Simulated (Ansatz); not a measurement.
**What a change does: geometry relaxation on W5HS10**

System: W5HS10 (defect cell, 16 atoms in the cell, total charge −1).
Method of run A: DFT PBE, scalar-relativistic, plane waves, PAW, no spin polarisation (Ansatz 0.2.0).

The structure derives from a Materials Project entry. Text and figures count atoms from 1; the logs count them from 0 in places.

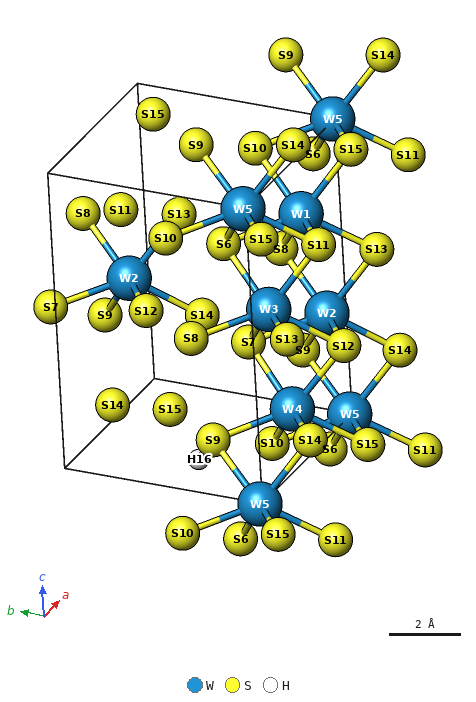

Fig. 1: The starting structure (ball-and-stick view of the cell of the calculation, seen at an oblique angle; bonded neighbours outside the cell are drawn too; atoms are numbered from 1 in the order of the input). An atom can appear more than once, as a periodic image.

### The input, run A
```yaml
crystal:
  lattice:
    - [0.0, -5.5213404984, 0.0]
    - [0.0, -1.8404468328, 7.4744429926]
    - [-7.9693685575, -2.7606702492, 0.0]
  atoms:
    - { symbol: W, position: [0.6027407312, 0.009290666, 0.7968605233] }
    - { symbol: W, position: [0.7992001339, 0.0016762197, 0.4009029532] }
    - { symbol: W, position: [0.2003107052, 0.007684134, 0.5955326077] }
    - { symbol: W, position: [0.4028738552, 0.0142578903, 0.1959708892] }
    - { symbol: W, position: [1.0028449585, 0.0137868505, -0.0041921938] }
    - { symbol: S, position: [0.2009816971, 0.2193589125, 0.7927622235] }
    - { symbol: S, position: [0.4025589373, 0.2187481309, 0.3984203785] }
    - { symbol: S, position: [0.7990356048, 0.2178596313, 0.5944266199] }
    - { symbol: S, position: [1.0108591852, 0.2383369449, 0.1836230131] }
    - { symbol: S, position: [0.5997803413, 0.2224071011, -0.0056837169] }
    - { symbol: S, position: [0.3367889155, 0.8000476413, 0.7980810006] }
    - { symbol: S, position: [0.5352790986, 0.7968541692, 0.3960393414] }
    - { symbol: S, position: [0.9373702508, 0.7948754721, 0.5997326755] }
    - { symbol: S, position: [0.1391905293, 0.8039480888, 0.1957749816] }
    - { symbol: S, position: [0.7384402178, 0.8016905824, -0.0014220704] }
    - { symbol: H, position: [0.1169948384, 0.3696775652, 0.0694207737] }
  host:
    lattice:
      - [1.5938737115, 0.9202234164, 7.4744429926]
      - [-1.5938737115, 0.9202234164, 7.4744429926]
      - [0.0, -1.8404468328, 7.4744429926]
    atoms:
      - { symbol: W, position: [0.0006774473, 0.0006774473, 0.0006774473] }
      - { symbol: S, position: [0.4040743331, 0.4040743331, 0.4040743331] }
      - { symbol: S, position: [0.2639482196, 0.2639482196, 0.2639482196] }
total_charge: -1
basis:
  ecutwfc: 420
  xc_grid: 2
kpoints:
  mp_grid: { grid: [4, 3, 4], shift: [0.0, 0.0, 0.0] }
hamiltonian:
  xc: pbe
scf:
  occupations: { method: gaussian, width: 0.01 }
output:
  forces: true
  stress: false
  eigenvalues: true
  charged_corrections:
    defect_position: [0.16875, 0.5, 0.00625]
    epsilon: [[11.5894, 0.0, 0.0], [0.0, 11.5894, 0.0], [0.0, 0.0, 3.2073]]
relax:
  adjacent_minimum: "off"
  f_tol: 0.025
  max_steps: 45
```

Launched with:
```bash
ansatz run input.yaml --threads 4 --pin off --max-ram 10240MiB --backend cpu --events-out ev --progress --plain --runs-dir out
```

Hardware: 4 threads of Arm Neoverse V1, 24 GiB of memory available, shared host.

### Output, shortened to warnings, some set-up lines, iterations and results (run A)
```
Basis set: ecut = 420 eV, 6405 PW (Γ), exchange–correlation on 80×108×120 points (8 copies of the dense FFT grid, shifted against one another)
Symmetry: 1 space group operations
k-points: 26 of 48 (time reversal used)
Initial density: superposition of atomic densities (neutral atoms scaled as one to the charged cell's electrons: chi_scale 0, normalization atom), corrected by the library's trained network
[...]
SCF iter   1: F=—  HF=-60962.996097 eV  |F-HF|=—  |Δ(HF+E_count)|=         —  Δρ=2.35e-2  dr2=6.83e0  ethr=1.77e-3  ⟨swp⟩=7.6  Hψ=8677  notcnv=0  defer=66
SCF iter   2: F=—  HF=-60961.987629 eV  |F-HF|=—  |Δ(HF+E_count)|=    1.01e0  Δρ=9.43e-3  dr2=4.98e-1  ethr=1.77e-3  ⟨swp⟩=3.0  Hψ=3558  notcnv=0  defer=238
SCF iter   3: F=—  HF=-60961.909618 eV  |F-HF|=—  |Δ(HF+E_count)|=   7.80e-2  Δρ=4.41e-3  dr2=1.60e-1  ethr=3.77e-4  ⟨swp⟩=2.3  Hψ=3020  notcnv=0  defer=238
SCF iter   4: F=—  HF=-60961.898586 eV  |F-HF|=—  |Δ(HF+E_count)|=   1.10e-2  Δρ=3.40e-3  dr2=1.34e-1  ethr=1.21e-4  ⟨swp⟩=3.0  Hψ=3046  notcnv=0  defer=238
SCF iter   5: F=—  HF=-60961.882395 eV  |F-HF|=—  |Δ(HF+E_count)|=   1.62e-2  Δρ=1.05e-3  dr2=1.10e-2  ethr=1.02e-4  ⟨swp⟩=2.1  Hψ=2647  notcnv=0  defer=238
[... 26 lines ...]
SCF iter   5: F=—  HF=-60962.007517 eV  |F-HF|=—  |Δ(HF+E_count)|=   1.71e-7  Δρ=1.27e-5  dr2=1.43e-6  ethr=1.51e-9  ⟨swp⟩=2.0  Hψ=2824  notcnv=0  defer=247
SCF iter   6: F=—  HF=-60962.007517 eV  |F-HF|=—  |Δ(HF+E_count)|=   4.99e-8  Δρ=4.03e-6  dr2=1.38e-7  ethr=1.09e-9  ⟨swp⟩=2.0  Hψ=2417  notcnv=0  defer=247
SCF iter   7: F=-60962.007517 eV  HF=-60962.007517 eV  |F-HF|=3.35e-10  |Δ(HF+E_count)|=   3.89e-8  Δρ=2.07e-6  dr2=3.37e-8  ethr=7.58e-11  ⟨swp⟩=10.1  Hψ=9416  notcnv=0
SCF 4 converged in 7 iterations: F = -60962.007517 eV  dr2 = 3.37e-8
relax step   4: F+E_penalty+E_count = -60962.00751677 eV  Δ(F+E_penalty+E_count) = -1.084e-3 eV  max|allowed force component| = 1.394e-2 eV/Å  Δτ_max = 0.0060 Å  (7 SCF …
SCF converged after 7 iterations
Free energy (F): -60962.007517 eV
Harris-Foulkes:  -60962.007517 eV  (|F-HF|=3.35e-10)
Internal energy: -60962.007517 eV  (E = F + TS)
E sigma→0 (E₀):  -60962.007517 eV
Fermi energy:    9.603239 eV
--- Per-component energies (eV) ---
  E_band       = -1301.281036
  E_kinetic    = 3357.758185
  E_local      = -13391.008506  (includes V_loc(G=0)·N_el)
  E_nonlocal   = 290.758163
  E_hartree    = 5607.641343
  E_xc         = -2327.345788
  E_vxc        = -2096.486561  (∫ρ·V_xc dr)
  E_paw        = -48817.452011  (= ΣΔE_a)
  E_vpaw       = -677.578632  (= ΣTr[D̂ρ^β])
  E_aug_tail   = -0.001458  (compensation charges beyond the density's cutoff)
  E_ewald      = -5682.357444
  E_smearing   = -0.000000  (= −TS)
  E_closure    = -0.000000  (closes the sum)
  E_deformation_potential = -14.522295  (in the stress; not in F)
  Σ components = -60962.007517   (vs F -60962.007517, Δ=0.00e0)
--- Forces (eV/Å), atoms counted from 1 ---
  atom   1  W     -0.00344871     0.00075561    -0.00221165
  atom   2  W     -0.00238726    -0.01021848    -0.00164787
  atom   3  W     -0.01093322     0.00897582     0.00442327
  atom   4  W     -0.00072777     0.00440906     0.00461686
  atom   5  W     -0.00218710     0.00870452    -0.00301807
  atom   6  S      0.00850080    -0.00664829    -0.00031845
  atom   7  S      0.00220258    -0.00409373    -0.00468325
  atom   8  S      0.00438523     0.00273162    -0.00426272
  atom   9  S      0.00896456    -0.01394097     0.00952737
  atom  10  S      0.00569183    -0.00117113     0.00185914
  atom  11  S     -0.00301582     0.00139185    -0.00714973
  atom  12  S     -0.00126425     0.00468978    -0.01070415
  atom  13  S     -0.00623084     0.00301856    -0.00334368
  atom  14  S     -0.00029476    -0.00098276     0.01121613
  atom  15  S     -0.00441877     0.00167836    -0.00129427
  atom  16  H      0.00516864     0.00070656     0.00704241
  max |Σ_I F_I| component: 5.13e-5 eV/Å
--- Charged-cell corrections in eV (Makov–Payne, q = -1.000 e, ε = [11.589, 11.589, 3.207]) ---
  F (periodic)     = -60962.007517  (uncorrected; the corrections below are reported, never added to it)
  E_corr1          = +0.279540  (monopole, q²α_M/2ε̄L, of the cell on which ε is isotropic)
  F Makov-Payne    = -60961.727977  (F + E_corr1; no measured alignment; for a localised charge, not one spread in a band: unchecked)
  no potential alignment in this run, which stands beside a crystal: run the host's input off ansatz write-host-input, and read the two finished runs by ansatz place-levels (neither reads a slab, a wire or a sheet, whose cell leaves a vacuum)
--- Relaxed structure (4 steps of the walk, 4 accepted, 0 SCFs on fresh bases) ---
[...]
```

For run B the input was changed thus:
```diff
-total_charge: -1
+total_charge: 1
```

How does run B compare with run A?

The total energies belong to different systems, so their difference says nothing on which is more stable or more accurate. The gap on the mesh goes from 0.55 to 1.72 eV. A charged cell is computed with a uniform neutralising background, so its energy and pressure depend on the cell and aren't those of a real crystal. The SCF takes 57 iterations over all geometry steps against 28. On the same kind of shared host run B took about 2.2 times as long.

### Output, shortened to warnings, some set-up lines, iterations and results (run B)
```
Basis set: ecut = 420 eV, 6405 PW (Γ), exchange–correlation on 80×108×120 points (8 copies of the dense FFT grid, shifted against one another)
Symmetry: 1 space group operations
k-points: 26 of 48 (time reversal used)
Initial density: superposition of atomic densities (neutral atoms scaled as one to the charged cell's electrons: chi_scale 0, normalization atom), corrected by the library's trained network
[...]
SCF iter   1: F=—  HF=-60981.497075 eV  |F-HF|=—  |Δ(HF+E_count)|=         —  Δρ=2.66e-2  dr2=9.18e0  ethr=1.77e-3  ⟨swp⟩=7.9  Hψ=9077  notcnv=0  defer=92
SCF iter   2: F=—  HF=-60980.192161 eV  |F-HF|=—  |Δ(HF+E_count)|=    1.30e0  Δρ=9.58e-3  dr2=4.99e-1  ethr=1.77e-3  ⟨swp⟩=3.5  Hψ=4281  notcnv=0  defer=236
SCF iter   3: F=—  HF=-60980.098279 eV  |F-HF|=—  |Δ(HF+E_count)|=   9.39e-2  Δρ=3.77e-3  dr2=1.71e-1  ethr=3.84e-4  ⟨swp⟩=2.2  Hψ=2897  notcnv=0  defer=236
SCF iter   4: F=—  HF=-60980.068260 eV  |F-HF|=—  |Δ(HF+E_count)|=   3.00e-2  Δρ=2.43e-3  dr2=7.63e-2  ethr=1.31e-4  ⟨swp⟩=2.4  Hψ=2975  notcnv=0  defer=236
SCF iter   5: F=—  HF=-60980.057805 eV  |F-HF|=—  |Δ(HF+E_count)|=   1.05e-2  Δρ=8.50e-4  dr2=8.60e-3  ethr=5.87e-5  ⟨swp⟩=3.0  Hψ=2842  notcnv=0  defer=236
[... 65 lines ...]
SCF iter   5: F=—  HF=-60980.687163 eV  |F-HF|=—  |Δ(HF+E_count)|=   3.73e-7  Δρ=6.62e-6  dr2=3.97e-7  ethr=9.91e-10  ⟨swp⟩=2.0  Hψ=3047  notcnv=0  defer=229
SCF iter   6: F=—  HF=-60980.687163 eV  |F-HF|=—  |Δ(HF+E_count)|=   1.28e-7  Δρ=3.83e-6  dr2=1.49e-7  ethr=3.05e-10  ⟨swp⟩=2.0  Hψ=2787  notcnv=0  defer=229
SCF iter   7: F=-60980.687163 eV  HF=-60980.687163 eV  |F-HF|=1.75e-8  |Δ(HF+E_count)|=   2.71e-8  Δρ=2.07e-6  dr2=4.43e-8  ethr=7.69e-11  ⟨swp⟩=10.3  Hψ=8695  notcnv=0
SCF 9 converged in 7 iterations: F = -60980.687163 eV  dr2 = 4.43e-8
relax step   9: F+E_penalty+E_count = -60980.68716343 eV  Δ(F+E_penalty+E_count) = -1.636e-4 eV  max|allowed force component| = 7.271e-3 eV/Å  Δτ_max = 0.0145 Å  (7 SCF …
SCF converged after 7 iterations
Free energy (F): -60980.687163 eV
Harris-Foulkes:  -60980.687163 eV  (|F-HF|=1.75e-8)
Internal energy: -60980.687163 eV  (E = F + TS)
E sigma→0 (E₀):  -60980.687163 eV
Fermi energy:    8.792147 eV
--- Per-component energies (eV) ---
  E_band       = -1348.150552
  E_kinetic    = 3324.401604
  E_local      = -13632.704497  (includes V_loc(G=0)·N_el)
  E_nonlocal   = 285.396436
  E_hartree    = 5710.156698
  E_xc         = -2307.477151
  E_vxc        = -2070.704168  (∫ρ·V_xc dr)
  E_paw        = -48814.893580  (= ΣΔE_a)
  E_vpaw       = -674.850142  (= ΣTr[D̂ρ^β])
  E_aug_tail   = -0.001448  (compensation charges beyond the density's cutoff)
  E_ewald      = -5545.565226
  E_smearing   = -0.000000  (= −TS)
  E_closure    = 0.000000  (closes the sum)
  E_deformation_potential = 14.522295  (in the stress; not in F)
  Σ components = -60980.687163   (vs F -60980.687163, Δ=0.00e0)
--- Forces (eV/Å), atoms counted from 1 ---
  atom   1  W      0.00150759    -0.00066777    -0.00220112
  atom   2  W      0.00437102    -0.00051616    -0.00213283
  atom   3  W      0.00093362    -0.00163383    -0.00275552
  atom   4  W     -0.00048337    -0.00288811    -0.00403231
  atom   5  W     -0.00304922     0.00509806    -0.00363701
  atom   6  S     -0.00049410    -0.00067636     0.00003386
  atom   7  S      0.00114570     0.00111660     0.00617819
  atom   8  S     -0.00007525     0.00018079    -0.00003994
  atom   9  S     -0.00153544    -0.00156384     0.00727199
  atom  10  S      0.00014764    -0.00023075     0.00251438
  atom  11  S     -0.00060712     0.00070461     0.00225203
  atom  12  S     -0.00203658     0.00038092    -0.00461948
  atom  13  S      0.00131437     0.00138346     0.00017220
  atom  14  S     -0.00069677    -0.00265193    -0.00486914
  atom  15  S      0.00034128     0.00151777     0.00172646
  atom  16  H     -0.00076784     0.00042696     0.00416097
  max |Σ_I F_I| component: 2.27e-5 eV/Å
--- Charged-cell corrections in eV (Makov–Payne, q = +1.000 e, ε = [11.589, 11.589, 3.207]) ---
  F (periodic)     = -60980.687163  (uncorrected; the corrections below are reported, never added to it)
  E_corr1          = +0.279540  (monopole, q²α_M/2ε̄L, of the cell on which ε is isotropic)
  F Makov-Payne    = -60980.407624  (F + E_corr1; no measured alignment; for a localised charge, not one spread in a band: unchecked)
  no potential alignment in this run, which stands beside a crystal: run the host's input off ansatz write-host-input, and read the two finished runs by ansatz place-levels (neither reads a slab, a wire or a sheet, whose cell leaves a vacuum)
--- Relaxed structure (9 steps of the walk, 9 accepted, 0 SCFs on fresh bases) ---
[...]
```

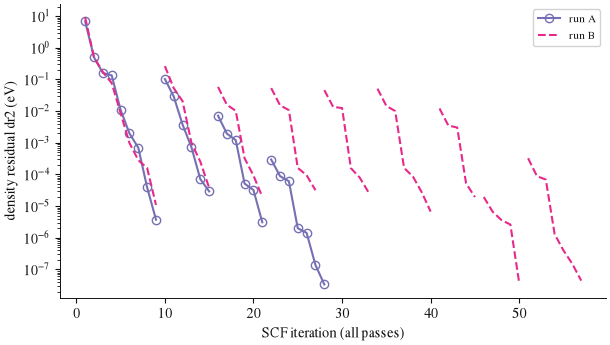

Fig. 2: Convergence of the two runs: density residual dr2 against the SCF iteration. A break in a curve parts two SCF passes. Run A takes 28 iterations in all, and run B takes 57.

### The two runs side by side

```csv
quantity,run A,run B
outcome,converged,converged
free energy per atom (eV),−3810.1255,−3811.2929
gap on the mesh (eV),0.55,1.72
largest force (eV/Å),0.019,0.008
SCF iterations,28,57
irreducible k-points,26,26
wall time (shared host),94 s,3.5 min
```

For both runs: The cell is charged and computed with a neutralising background, so its energy and pressure depend on the cell and aren't those of a real crystal. Spin–orbit coupling is left out, which matters for W.
